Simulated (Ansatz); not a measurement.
Input structure:

```yaml
crystal:
  lattice:
    - [4.52799, 0.00000, 0.00000]
    - [0.00000, 4.52799, 0.00000]
    - [0.00000, 0.00000, 4.52799]
  atoms:
    - { symbol: Cu, position: [0.50000, 0.50000, 0.50000] }
    - { symbol: Cu, position: [0.00000, 0.00000, 0.00000] }
    - { symbol: Cu, position: [0.25000, 0.00000, 0.50000] }
    - { symbol: Cu, position: [0.50000, 0.25000, 0.00000] }
    - { symbol: Cu, position: [0.50000, 0.75000, 0.00000] }
    - { symbol: Cu, position: [0.75000, 0.00000, 0.50000] }
    - { symbol: Cu, position: [0.00000, 0.50000, 0.75000] }
    - { symbol: Cu, position: [0.00000, 0.50000, 0.25000] }
```

Q: Work out the structure from the coordinates.

A: The element is copper. Space group Pm-3n (No. 223), lattice primitive cubic. In terms of structure types, this is β-tungsten (A15) type. The cell holds eight atoms. Taking every contact within bonding distance, one finds Cu 6 to 12 (mean 7.5). Not all metal-metal contacts are counted.

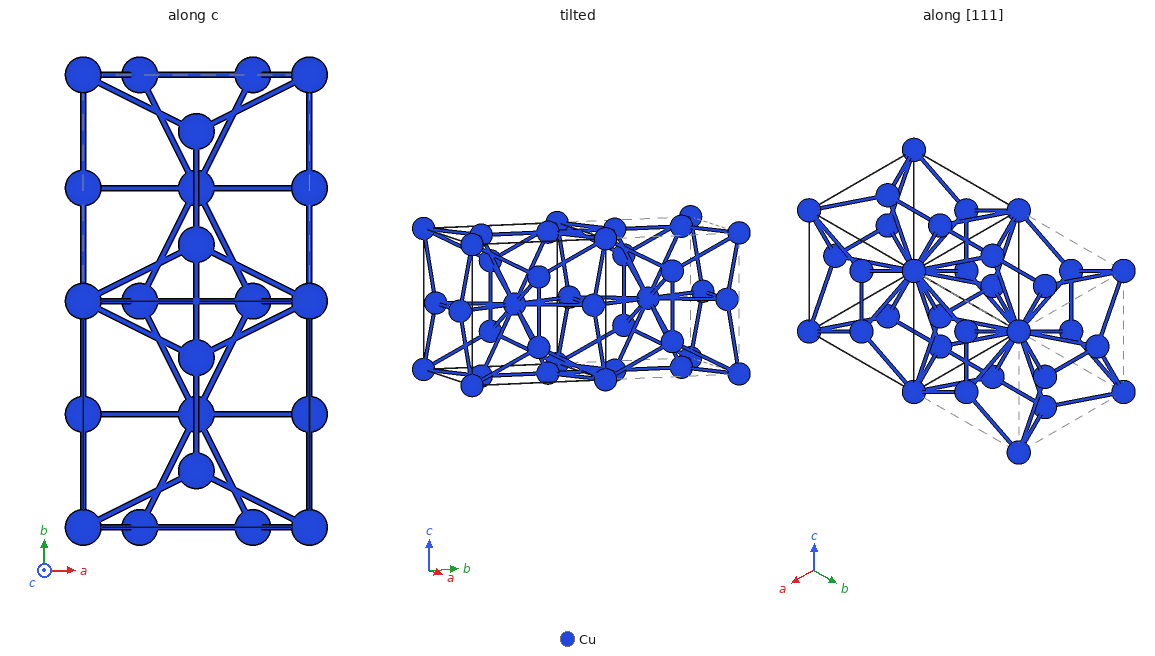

Crystal structure, ball-and-stick style, seen along the c axis, slightly off an axis and along [111]. Shown are 1×2×1 repeats of the conventional unit cell, one of them outlined in solid lines. Colours: copper blue.

The initial geometry was a textbook structure type filled with this element (whether it is the usual form wasn't checked). It is drawn as it came out of a relaxation with DFT PBEsol, scalar-relativistic, plane waves, PAW in Ansatz 0.2.0.
